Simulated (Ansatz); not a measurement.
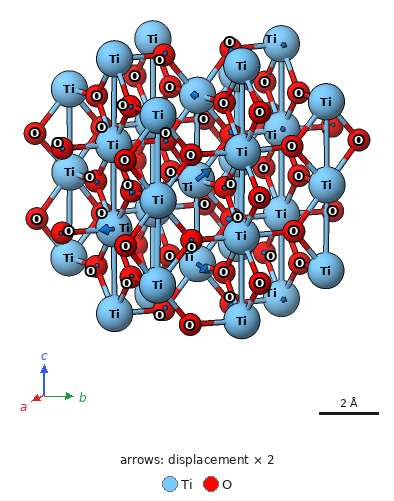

This is a relaxation of a defect cell of composition Ti24O47 (cell charge +2). The starting structure is drawn; blue arrows show the displacements, magnified 2 times.

A ball-and-stick model of the atoms within 5.8 Å of the atom that moves most (axes of the cell of the calculation (origin shifted)), seen slightly off an axis.

All numbers below come from DFT, PBEsol, PAW, plane waves in Ansatz 0.2.0. (plane-wave cutoff 420 eV; k-point mesh 1 × 1 × 1; mesh shifted by (0.25, 0.25, 0.25); no spin polarisation; atoms relaxed in a fixed cell; force threshold 0.03 eV/Å; at most 80 steps)

Atoms of which element are displaced furthest, and by how much?

Answer. Titanium: up to 0.34 Å, against 0.14 Å for oxygen.

Describe the change and its energy.

Answer. The energy falls by 3.514 eV per cell of the calculation in 5 geometry steps. The largest force component goes from 4.6 to 0.02 eV/Å. A Ti atom moves most: 0.34 Å roughly along [−1 1 1]. By element the largest moves are Ti 0.34 Å, O 0.14 Å. The cell doesn't change. Some distances before and after: Ti–Ti 2.900 → 3.286 Å, O–Ti 2.014 → 1.772 Å, O–Ti 1.966 → 1.756 Å, Ti–Ti 2.979 → 2.798 Å. Among the angles between lasting bonds that change: Ti–O–Ti 96.0° → 121.2°, Ti–Ti–O 136.8° → 159.4°, Ti–Ti–O 139.3° → 159.3°.

Limits of the set-up: the cell is charged, on a uniform background, and energies carry no finite-size correction.
